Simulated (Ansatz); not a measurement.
# Band-structure calculation, with input and output: SrO (part 2 of 2)

The same run, continued: SrO (P6₃/mmc, 4 atoms in the cell); DFT, HSE06, plane waves, PAW, no spin polarisation (Ansatz 0.2.0); cutoff 420 eV, 6×6×4 k-mesh, fixed occupations. The structure derives from a Materials Project entry. The geometry comes from this level: r2SCAN.

File bands.tsv
```
# k_distance	band_0	band_1	band_2	band_3	band_4	band_5	band_6	band_7	band_8	band_9	band_10	band_11	band_12	band_13	band_14	band_15	band_16	band_17	band_18	band_19	band_20
# fermi_ev = 4.991774
# lock_threshold_ev = 1e-6
# [0, 0, 0] at k_distance = 0.000000
# [0.5, 0, 0] at k_distance = 0.849551
# [0.3333333333, 0.3333333333, 0] at k_distance = 1.340039
# [0, 0, 0.5] at k_distance = 2.495564
# [0.5, 0, 0.5] at k_distance = 3.345115
# [0.3333333333, 0.3333333333, 0.5] at k_distance = 3.835604
# levels_relative_to = fermi_ev
# free_energy_ev = -8233.699948
# largest_residual_norms_ev = 9.700e-5 9.942e-5 3.116e-4 3.122e-4 4.632e-4 3.215e-4 3.245e-4 2.484e-4 2.130e-4 1.755e-4 1.587e-3 1.460e-3 2.209e-3 1.940e-3 1.090e-3 1.093e-3 1.123e-3 1.015e-3 1.281e-3 1.624e-3 1.718e-3
0.000000	-34.209102	-34.026148	-16.474207	-16.468728	-15.543464	-15.106500	-15.106500	-14.783275	-14.783275	-14.586188	-1.065275	-1.065275	-0.903442	-0.903442	-0.333596	0.000000	4.003698	7.818399	7.818399	8.753395	9.825364
0.849551	-34.127604	-34.066788	-17.370714	-17.302694	-15.259240	-15.208488	-14.892542	-14.792278	-14.109676	-13.889182	-1.184754	-0.879393	-0.359205	-0.359107	-0.326063	-0.257181	5.738094	6.350134	6.692023	8.854955	9.731424
1.340039	-34.094631	-34.094631	-17.391480	-17.391480	-15.407970	-15.048633	-15.048633	-14.851735	-13.834879	-13.834879	-0.968637	-0.968637	-0.406704	-0.351882	-0.351882	-0.051935	5.116396	5.200013	8.977714	9.148069	9.148069
2.495564	-34.116747	-34.116747	-17.040195	-17.040195	-14.943335	-14.943335	-14.943335	-14.943335	-14.230372	-14.230372	-1.304031	-1.304031	-1.100736	-1.100736	-1.100736	-1.100736	5.753510	5.753510	9.682653	9.682653	9.682653
3.345115	-34.095151	-34.095151	-17.703695	-17.703695	-15.028492	-15.028492	-14.679506	-14.679506	-13.716029	-13.716029	-1.686063	-1.686063	-0.917940	-0.917940	-0.424005	-0.424005	6.409117	6.409117	9.143084	9.143084	9.931704
3.835604	-34.092446	-34.092446	-17.754006	-17.754006	-15.135199	-15.135199	-14.632571	-14.632571	-13.596511	-13.596511	-1.667003	-1.667003	-0.873971	-0.873971	-0.371979	-0.371979	5.832384	5.832384	9.315838	9.315838	9.720889
```

File rho_z.tsv
```
# z_ang	rho[e/angstrom^3]
# format = ansatz-planar-average/11
# lattice	4.270019263	0.000000000	0.000000000
# lattice	-2.135009632	3.697945157	0.000000000
# lattice	0.000000000	0.000000000	5.144471818
# sites	4
# site	38	0.000000000	2.465296771	4.822942329
# site	38	2.135009632	1.232648386	2.250706420
# site	8	0.000000000	2.465296771	2.250706420
# site	8	2.135009632	1.232648386	4.822942329
0.000000	6.749793e-1
0.142902	5.176790e-1
0.285804	3.613979e-1
0.428706	2.354351e-1
0.571608	1.481945e-1
0.714510	9.651926e-2
0.857412	7.179189e-2
1.000314	6.719015e-2
1.143216	8.133259e-2
1.286118	1.184017e-1
1.429020	1.869777e-1
1.571922	2.937310e-1
1.714824	4.370081e-1
1.857726	5.988751e-1
2.000628	7.405508e-1
2.143530	8.259629e-1
2.286432	8.431357e-1
2.429334	7.915744e-1
2.572236	6.749793e-1
2.715138	5.176790e-1
2.858040	3.613979e-1
3.000942	2.354351e-1
3.143844	1.481945e-1
3.286746	9.651926e-2
3.429648	7.179189e-2
3.572550	6.719015e-2
3.715452	8.133259e-2
3.858354	1.184017e-1
4.001256	1.869777e-1
4.144158	2.937310e-1
4.287060	4.370081e-1
4.429962	5.988751e-1
4.572864	7.405508e-1
4.715766	8.259629e-1
4.858668	8.431357e-1
5.001570	7.915744e-1
```

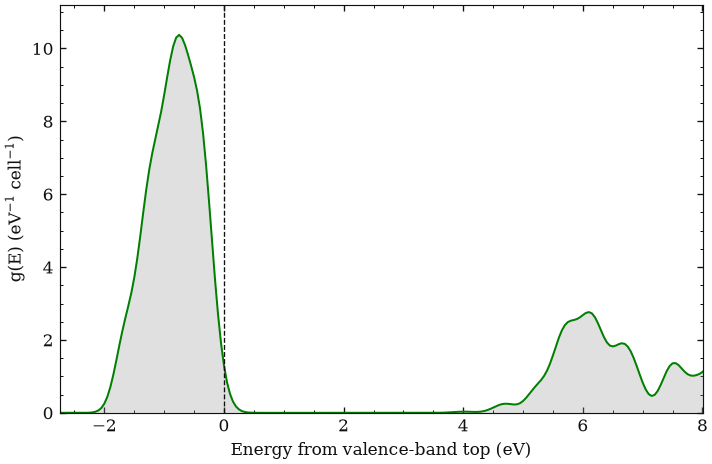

Density of states (the curve is built from the levels of the k mesh with Gaussians 0.4 eV wide, which also blur the band edges), with energies from the valence-band top. There is a gap of 4.00 eV on the k-point mesh. Small ripples come from the finite k-point mesh.

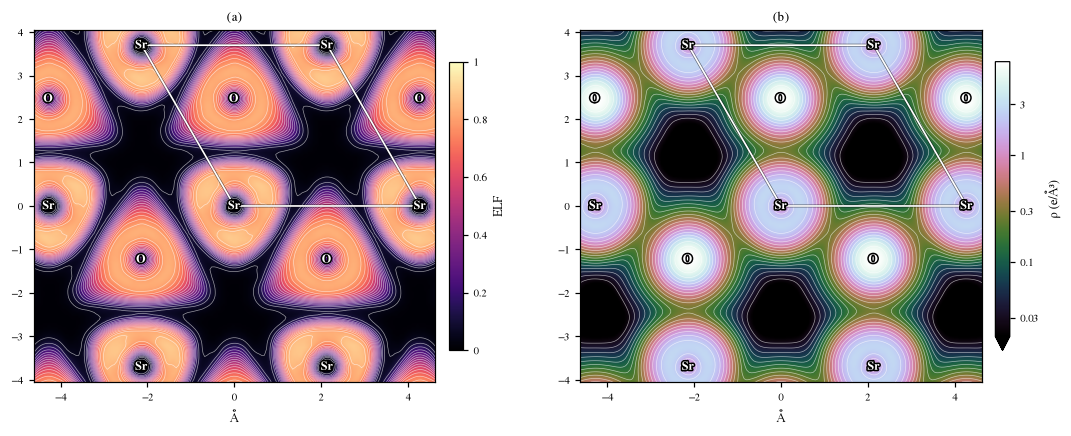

(a) electron localisation function; (b) valence pseudo-density on the (001) plane of the conventional cell. Atoms in the plane: Sr and O. Sr–O (2.47 Å): the density is about 0.29 e/Å³ at the midpoint; the ELF is about 0.10 at the midpoint, which marks ionic bonding with no shared pair. Away from the nuclei the density in this plane falls to 0.01 e/Å³ at its lowest. The strong features right at Sr lie inside the PAW spheres (semicore, d or f shells) and say nothing about bonding. Core electrons are frozen (PAW), so the fields are smoothed inside the atomic spheres.

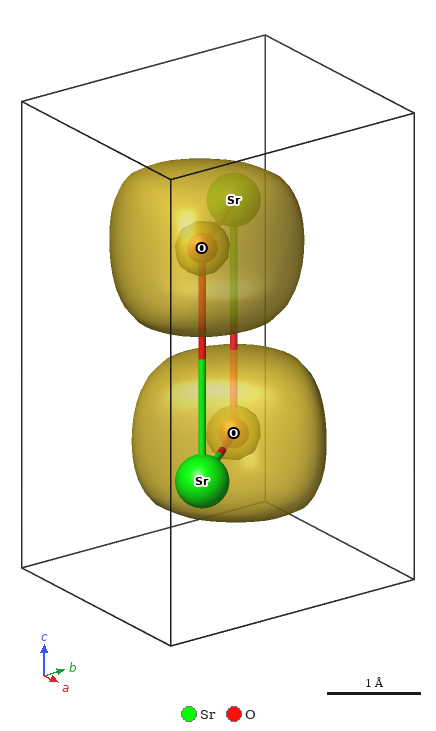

Isosurface of the electron localisation function at 0.6 (yellow), seen slightly off an axis. Core shells and regions of very low density are left out. Sticks mark near contacts. The outline is the cell set on symmetry axes. Values along the shortest contacts: Sr–O (2.47 Å): the ELF is about 0.10 at the midpoint, which marks two separate closed shells.

The run was set up as follows.

Input file
```yaml
crystal:
  lattice:
    - [4.2700192634, 0.0, 0.0]
    - [-2.1350096317, 3.6979451568, 0.0]
    - [0.0, 0.0, 5.144471818]
  atoms:
    - { symbol: Sr, position: [0.3333333333, 0.6666666667, 0.9375] }
    - { symbol: Sr, position: [0.6666666667, 0.3333333333, 0.4375] }
    - { symbol: O, position: [0.3333333333, 0.6666666667, 0.4375] }
    - { symbol: O, position: [0.6666666667, 0.3333333333, 0.9375] }
kpoints:
  mp_grid: { grid: [6, 6, 4] }
  band_path:
    path:
      - [0.0, 0.0, 0.0]
      - [0.5, 0.0, 0.0]
      - [0.3333333333, 0.3333333333, 0.0]
      - [0.0, 0.0, 0.5]
      - [0.5, 0.0, 0.5]
      - [0.3333333333, 0.3333333333, 0.5]
    npoints: 1
hamiltonian:
  xc: hse06
scf:
  occupations: { method: fixed }
  n_extra_bands: 5
output:
  forces: true
  stress: true
  eigenvalues: true
  write_density: true
  write_potential: true
  elf: true
  volumetric_format: npy
```

Launched with:
```bash
ansatz run input.yaml --threads 2 --pin off --max-ram 2211MiB --backend cpu --events-out ev --progress --plain --runs-dir out
```

Key numbers

```json
{"quantity": "outcome", "value": "converged"}
{"quantity": "space group (tolerance 0.01 Å)", "value": "P6₃/mmc (194)"}
{"quantity": "electrons treated", "value": "32"}
{"quantity": "free energy", "value": "−8233.6999 eV"}
{"quantity": "Fermi energy", "value": "4.992 eV"}
{"quantity": "gap on the k-point mesh", "value": "4.00 eV"}
{"quantity": "pressure", "value": "−0.34 GPa"}
{"quantity": "largest force (length of the vector)", "value": "under 0.001 eV/Å"}
{"quantity": "hardware", "value": "2 threads of Arm Neoverse V1, 24 GiB of memory available, shared host"}
{"quantity": "wall time", "value": "68 s (CPU time 2.2 min)"}
{"quantity": "peak memory", "value": "1.6 GiB"}
```

Notes

The program warns: the exchange loop's threshold is looser than advised for the stress; the SCF threshold is looser than advised for the printed stress.
